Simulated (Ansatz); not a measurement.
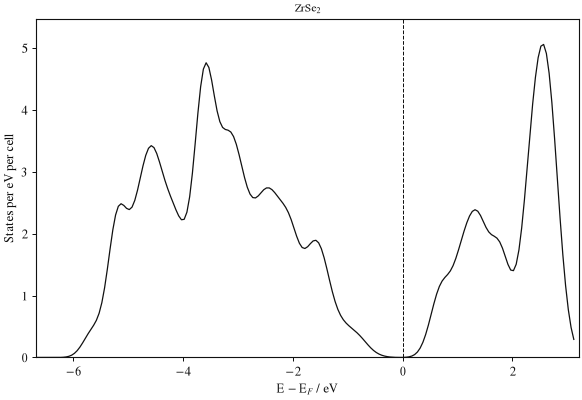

Density of states. Energies are counted from the Fermi level, put mid-gap where there is a gap. The curve is built from the levels of the k mesh with Gaussians 0.4 eV wide, which also blur the band edges.

System: ZrSe₂, space group P-3m1 (No. 164), 3 atoms in the cell, 1T (CdI2) bulk type, epitaxial (xy) strain +3.0%.

Level of theory: DFT, HSE06, plane waves, PAW, no spin polarisation, 6×6×4 k mesh, 420 eV cutoff; code Ansatz 0.2.0.

> Is there a gap at the Fermi level, and how wide?

There is a gap; over the k points computed it is 1.06 eV (indirect; the smallest direct gap is 1.57 eV).

> How wide is the upper valence band?

The upper group of valence states starts about 5.2 eV under the valence-band top (which lies at −0.5 eV on this axis), with a gap beneath it; it holds about 12 electrons a cell.

> Where is the tallest peak of the filled states in the window?

Within the window shown, the tallest peak of the filled states lies 3.0 eV under the valence-band top, at about 4.8 states per eV and cell.
